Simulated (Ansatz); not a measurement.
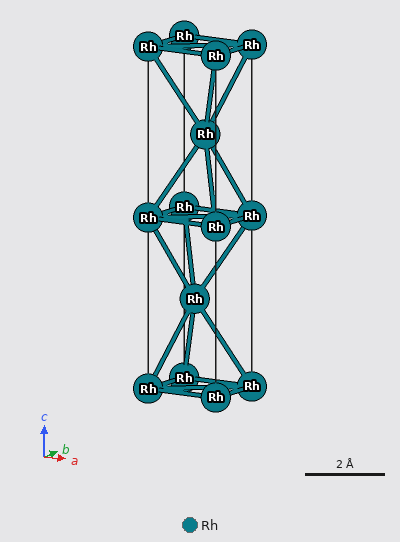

**Figure 1.** The input geometry (ball-and-stick view of the cell of the calculation, seen slightly off an axis). An atom can appear more than once, as a periodic image. Near neighbours in the periodic cell (some may lie outside the picture): Rh has 12 Rh at 2.69 Å.

# Single-point calculation of Rh

Rh (P6₃/mmc, 4 atoms in the cell), computed with DFT PBEsol, scalar-relativistic, plane waves, PAW, no spin polarisation (Ansatz 0.2.0).

The structure derives from a Materials Project entry.

Log:
```
Engine: ansatz 0.2.0, x86_64-unknown-linux-gnu
Pseudopotentials: kind: paw
Pseudopotential: Rh, paw, valence charge 17, recommended cutoff 420 eV (normal), Rh.paw.azcp
Functional definition: PBEsol
  exchange = pbesol_x
  correlation = pbesol_c
Crystal: 4 atoms, lattice volume = 55.206 Å³
Basis set: ecut = 420 eV, 1091 PW (Γ), exchange–correlation on 36×36×120 points (8 copies of the dense FFT grid, shifted against one another)
Bands: 41, of which v1, the nominal top of the filled ones, is band 34 counted from 1 (33 counted from 0)
Symmetry: 24 space group operations
Space group: P63/mmc (ITA 194), of the structure as read, at distance tolerance 3.8e-5 Å
k-points: 14 of 72
Non-local potential: Rh, projectors of the file, l = 0: 3, l = 1: 2, l = 2: 2, l = 3: 1
PAW form: soft (Blöchl's): semilocal exchange-correlation on the pseudo side does not see the compensation charge
PAW frozen core: Rh, regenerated for the run's functional, and the local potential with it (the file was generated under x = pbe(κ = 0.804, μ = 0.2195149727645171), c = pbe(β = 0.06672455060314922))
PAW one-centre angular grid: Rh, 590 points (default); XC on 64 Gauss nodes
Initial density: superposition of atomic densities (neutral atoms: chi_scale 0, normalization atom), corrected by the library's trained network
Initial wavefunctions: pseudopotential atomic-orbital guess
Functional: x = pbesol(κ = 0.804, μ = 0.12345679012345678), c = pbesol(β = 0.046)
SCF iter   1: F=—  HF=-25354.797057 eV  |F-HF|=—  |Δ(HF+E_count)|=         —  Δρ=1.61e-2  dr2=7.41e-2  ethr=1.77e-3  ⟨swp⟩=6.1  Hψ=1975  notcnv=0  defer=1
preconditioner: auto → Kerker (q_TF=auto, 2.825 Å⁻¹)  [metal: Δε(μ)=0.016 eV  Ē_g=6.485 eV  σ=0.100 eV  W_gap=0.09  n_scr=24 (ndim 8)  ℏωp=30.0 eV  f_vac=0.000  D(μ)=8.15/eV (n_scr^D=134)]
SCF iter   2: F=—  HF=-25354.782026 eV  |F-HF|=—  |Δ(HF+E_count)|=   1.50e-2  Δρ=7.21e-3  dr2=1.49e-2  ethr=1.09e-4  ⟨swp⟩=1.5  Hψ=816  notcnv=0  defer=2
SCF iter   3: F=—  HF=-25354.776729 eV  |F-HF|=—  |Δ(HF+E_count)|=   5.30e-3  Δρ=1.44e-3  dr2=4.16e-4  ethr=2.20e-5  ⟨swp⟩=2.0  Hψ=784  notcnv=0  defer=2
SCF iter   4: F=—  HF=-25354.776666 eV  |F-HF|=—  |Δ(HF+E_count)|=   6.31e-5  Δρ=1.90e-4  dr2=1.72e-5  ethr=6.11e-7  ⟨swp⟩=2.4  Hψ=1000  notcnv=0  defer=2
SCF iter   5: F=—  HF=-25354.776628 eV  |F-HF|=—  |Δ(HF+E_count)|=   3.82e-5  Δρ=6.48e-5  dr2=8.27e-7  ethr=2.53e-8  ⟨swp⟩=2.1  Hψ=942  notcnv=0  defer=2
SCF iter   6: F=-25354.776627 eV  HF=-25354.776627 eV  |F-HF|=3.95e-8  |Δ(HF+E_count)|=   9.14e-8  Δρ=1.54e-5  dr2=8.22e-8  ethr=1.47e-10  ⟨swp⟩=6.8  Hψ=2154  notcnv=0
SCF 1 converged in 6 iterations: F = -25354.776627 eV  dr2 = 8.22e-8
  greatest PAW one-centre occupation: 1.000 electrons in one spin orbital (limit 2), on the Rh atom at site 3 (counted from 0), in its partial waves of l = 0
```

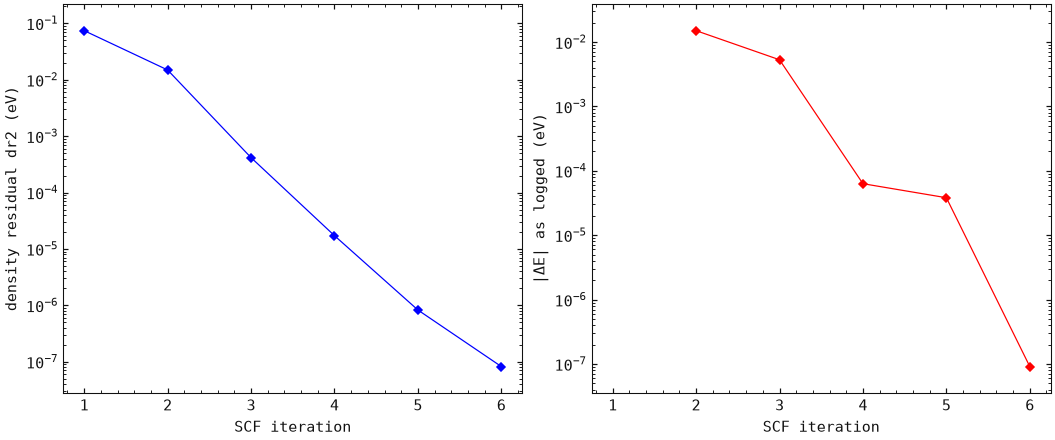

**Figure 2.** Convergence of the self-consistent field: density residual dr2 and size of the energy change against the SCF iteration. The residual falls at every step.

```
SCF converged after 6 iterations
Free energy (F): -25354.776627 eV
Harris-Foulkes:  -25354.776627 eV  (|F-HF|=3.95e-8)
Internal energy: -25354.738068 eV  (E = F + TS)
E sigma→0 (E₀):  -25354.757348 eV
Entropy (-TS):   -0.038559 eV (-9.640 meV/atom)
Fermi energy:    22.103991 eV
--- Per-component energies (eV) ---
  E_band       = -356.247077
  E_kinetic    = 2291.832444
  E_local      = -6272.745640  (includes V_loc(G=0)·N_el)
  E_nonlocal   = 1425.372890
  E_hartree    = 2198.468125
  E_xc         = -882.063145
  E_vxc        = -1111.347409  (∫ρ·V_xc dr)
  E_paw        = -14095.147965  (= ΣΔE_a)
  E_vpaw       = -1086.300622  (= ΣTr[D̂ρ^β])
  E_aug_tail   = 0.003247  (compensation charges beyond the density's cutoff)
  E_ewald      = -10021.562823
  E_core_change = 1.104799  (= ΣΔE_core)
  E_smearing   = -0.038559  (= −TS)
  E_closure    = -0.000000  (closes the sum)
  Σ components = -25354.776627   (vs F -25354.776627, Δ=0.00e0)
--- Forces (eV/Å), atoms counted from 1 ---
  atom   1  Rh    -0.00000000    -0.00000000    -0.00000000
  atom   2  Rh    -0.00000000     0.00000000    -0.00000000
  atom   3  Rh    -0.00000000     0.00000000     0.00000000
  atom   4  Rh     0.00000000    -0.00000000     0.00000000
  max |Σ_I F_I| component: 9.25e-18 eV/Å
--- Stress (GPa, compression-positive) ---
       -3.286515       0.000000      -0.000000
        0.000000      -3.286515      -0.000000
       -0.000000      -0.000000      -8.497732
  P = ⅓ Tr σ = -5.0236 GPa (-50.236 kbar)
--- Band table (eV; the first three rows and the last of 14) ---
  k-point 0: bands = ["-56.6680", "-56.6272", "-56.5923", "-56.5511", "-24.9238", "-24.5788", "-24.5533", "-24.2429", "-24.2429", "-24.2087", "-24.2087", "-24.1961", "-24.1696", "-24.1696", "-24.1350", "-24.1350", "14.1053", "15.9029", "15.9355", "16.0003", "18.8739", "18.9181", "19.0091", "19.0091", "19.0255", "19.0579", "19.0579", "19.4309", "19.4309", "19.5532", "19.5532", "20.7140", "20.7140", "21.2818", "21.2818", "21.8044", "21.8044", "22.5639", "22.5639", "22.7510", "30.6292"]
  k-point 1: bands = ["-56.6528", "-56.6528", "-56.5665", "-56.5665", "-24.8204", "-24.8204", "-24.3056", "-24.3056", "-24.2297", "-24.2297", "-24.2297", "-24.2297", "-24.1485", "-24.1485", "-24.1485", "-24.1485", "14.7088", "14.7088", "16.1241", "16.1241", "18.8060", "18.8060", "19.1542", "19.1542", "19.1542", "19.1542", "19.3155", "19.3155", "19.3155", "19.3155", "20.9349", "20.9349", "21.0175", "21.0175", "21.0175", "21.0175", "22.2177", "22.2177", "22.2177", "22.2177", "33.1388"]
  k-point 2: bands = ["-56.6433", "-56.6087", "-56.5738", "-56.5389", "-24.8628", "-24.5942", "-24.5791", "-24.3785", "-24.3155", "-24.2862", "-24.2774", "-24.2714", "-24.2426", "-24.2186", "-24.2034", "-24.1593", "15.0287", "16.5695", "16.6899", "16.7397", "17.9555", "18.2359", "18.5770", "18.5790", "18.8538", "19.4864", "19.5032", "19.6295", "19.6983", "19.9165", "20.1297", "20.2001", "20.2849", "20.3983", "21.4450", "21.7402", "22.2235", "22.3288", "22.6673", "26.3008", "30.5028"]
  k-point 13: bands = ["-56.5434", "-56.5434", "-56.5085", "-56.5085", "-24.7079", "-24.7079", "-24.6931", "-24.6931", "-24.5737", "-24.5737", "-24.5599", "-24.5599", "-24.3699", "-24.3699", "-24.3628", "-24.3628", "16.9445", "16.9445", "17.5295", "17.5295", "17.8846", "17.8846", "18.0800", "18.0800", "18.9770", "18.9770", "18.9783", "18.9783", "20.3928", "20.3928", "21.0765", "21.0765", "22.2735", "22.2735", "22.5109", "22.5109", "28.9798", "28.9798", "29.1460", "29.1460", "29.8556"]
```

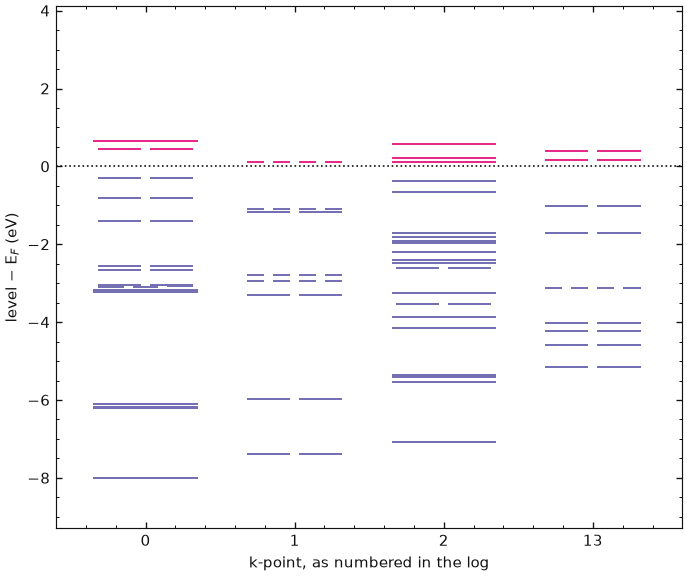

**Figure 3.** Kohn–Sham levels near the Fermi level (dotted) at the few k-points that the log prints; levels within 0.02 eV of each other stand side by side. The system is metallic on the full mesh.

This output came from the following input.

The input:
```yaml
crystal:
  lattice:
    - [2.6917446234, 0.0, 0.0]
    - [-1.3458723117, 2.3311192244, 0.0]
    - [0.0, 0.0, 8.79807013]
  atoms:
    - { symbol: Rh, position: [0.0, 0.0, 0.0] }
    - { symbol: Rh, position: [0.33333333, 0.66666667, 0.25] }
    - { symbol: Rh, position: [0.0, 0.0, 0.5] }
    - { symbol: Rh, position: [0.66666667, 0.33333333, 0.75] }
basis:
  ecutwfc: 420
kpoints:
  mp_grid: { grid: [6, 6, 2] }
hamiltonian:
  xc: pbesol
scf:
  occupations: { method: gaussian, width: 0.1 }
output:
  forces: true
  stress: true
  eigenvalues: true
```

Run as:
```bash
ansatz run input.yaml --threads 1 --pin off --max-ram 2560MiB --backend cpu --events-out ev --progress --plain --runs-dir out
```

Summary:

- outcome: converged
- space group (tolerance 0.01 Å): P6₃/mmc (194)
- electrons treated: 68
- free energy: −25354.7766 eV
- Fermi energy: 22.104 eV
- gap on the k-point mesh: none (metallic)
- pressure: −5.02 GPa
- largest force (length of the vector): under 0.001 eV/Å
- hardware: 1 thread of AMD EPYC (Zen 3), 189 GiB of memory available, shared host
- wall time: 3.5 s
- peak memory: 0.32 GiB
